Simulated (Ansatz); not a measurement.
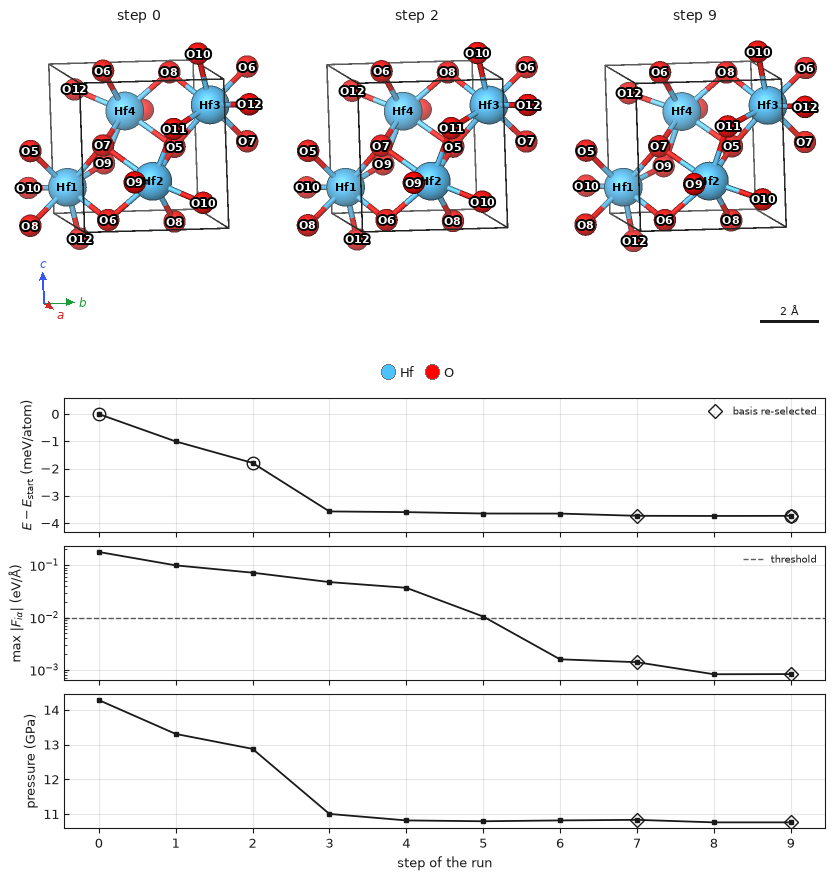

Frames of a relaxation of solid HfO2 (set up in P2_1/c), marked on the history of the run. Style: ball-and-stick. Shown: the cell of the calculation, slightly off an axis.

Case: volume × 0.94, shape and atoms relaxed.

The calculation used Ansatz 0.2.0, DFT PBE, scalar-relativistic, plane waves, PAW.

Input
```yaml
crystal:
  lattice:
    - [5.0442001874, 0.0, 0.0022950825]
    - [0.0, 5.1441640028, 0.0]
    - [-0.8439272303, 0.0, 5.1409375071]
  atoms:
    - { symbol: Hf, position: [0.2770291567, 0.0418942842, 0.2082958664] }
    - { symbol: Hf, position: [0.7229708433, 0.5418942842, 0.2917041336] }
    - { symbol: Hf, position: [0.7229708433, 0.9581057158, 0.7917041336] }
    - { symbol: Hf, position: [0.2770291567, 0.4581057158, 0.7082958664] }
    - { symbol: O, position: [0.4456968006, 0.7589769774, 0.4812322978] }
    - { symbol: O, position: [0.5543031994, 0.2589769774, 0.0187677022] }
    - { symbol: O, position: [0.5543031994, 0.2410230226, 0.5187677022] }
    - { symbol: O, position: [0.4456968006, 0.7410230226, 0.9812322978] }
    - { symbol: O, position: [0.0747898402, 0.3435642102, 0.3351706381] }
    - { symbol: O, position: [0.9252101598, 0.8435642102, 0.1648293619] }
    - { symbol: O, position: [0.9252101598, 0.6564357898, 0.6648293619] }
    - { symbol: O, position: [0.0747898402, 0.1564357898, 0.8351706381] }
basis:
  ecutwfc: 420
kpoints:
  mp_grid: { grid: [6, 6, 6] }
hamiltonian:
  xc: pbe
scf:
  occupations: { method: gaussian, width: 0.02 }
output:
  forces: true
  stress: true
  eigenvalues: true
relax:
  adjacent_minimum: "off"
  f_tol: 0.01
  max_steps: 30
  cell: { stress_tol: 0.1, fix: [volume] }
```

Command:
```bash
ansatz run input.yaml --threads 4 --pin off --max-ram 10240MiB --backend cpu --events-out ev --progress --plain --runs-dir out
```

**What happens along the run?**

The largest moves relative to the cell, 0.14 Å, are those of O9, O10, O11 and O12. O9 goes along [1 2 −2]. By element the largest moves are O 0.14 Å, Hf 0.01 Å. The drawn cell changes at constant volume: a 5.044 → 5.029 Å (−0.3 %), b 5.144 → 5.199 Å (+1.1 %), c 5.210 → 5.159 Å (−1.0 %), β 99.3° → 98.5°. Among the contacts that change: Hf1–O12 2.127 → 2.162 Å, Hf1–Hf3 3.396 → 3.363 Å, Hf1–O9 2.026 → 2.051 Å, Hf1–O6 2.150 → 2.173 Å. Bond angles that change, for instance: Hf1–O12–Hf4 108.5° → 106.5°. The space group stays P2_1/c (No. 14). The energy falls by 3.7 meV per atom in 7 accepted moves (9 points after the start). Largest force component: 0.18 eV/Å at the start, 0.00083 eV/Å at the end. Pressure: 14.28 GPa at the start and 10.76 GPa at the end. The SCF was repeated twice at an unchanged geometry on a basis and grid sized afresh for the cell, which shifted the energy by 0.1 meV per atom at most. Cost: 5.4 min on 4 threads of Intel(R) Xeon(R) Processor @ 2.50GHz (Skylake/Cascade Lake), on a shared host, peak memory 1.1 GiB. From step 0 to 2: O atoms move most (0.04 Å), energy −1.8 meV per atom. From step 2 to 9: O atoms move most (0.10 Å), energy −1.9 meV per atom.
